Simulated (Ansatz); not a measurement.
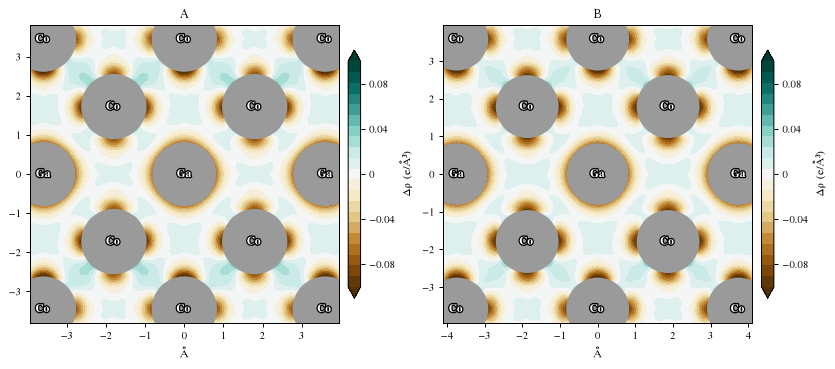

GaCo3: deformation density on the (100) plane of the conventional cell at two volumes, with the same fractional coordinates and one colour scale. Grey discs cover the cores.

Space group I4/mmm; spin-polarised. r2SCAN tends to overestimate the moments of metals. The cell comes from a database of computed structures, not from a measurement.

All numbers below come from Ansatz, DFT r2SCAN, scalar-relativistic, plane waves, PAW.

Q: How do the two volumes compare, and how does the bonding charge respond?

A: B is the larger cell: B has 112 % of the volume of A.
- From A to B, Co–Ga goes from 2.49 to 2.59 Å, and Δρ at its midpoint from +0.007 to +0.006 e/Å³.
- From A to B, Co–Co goes from 2.49 to 2.59 Å, and Δρ at its midpoint from +0.02 to +0.016 e/Å³.
- The pressure is 7 GPa in A and −11 GPa in B.
- The rearranged charge is 0.17 e an atom in A and 0.18 e in B.
- The net moment is 4.83 μB a cell in A and 5.08 μB in B.

Run times: 110 s (base cell) and 91 s (scaled cell), on 2 threads of Arm Neoverse V1, on a shared host.
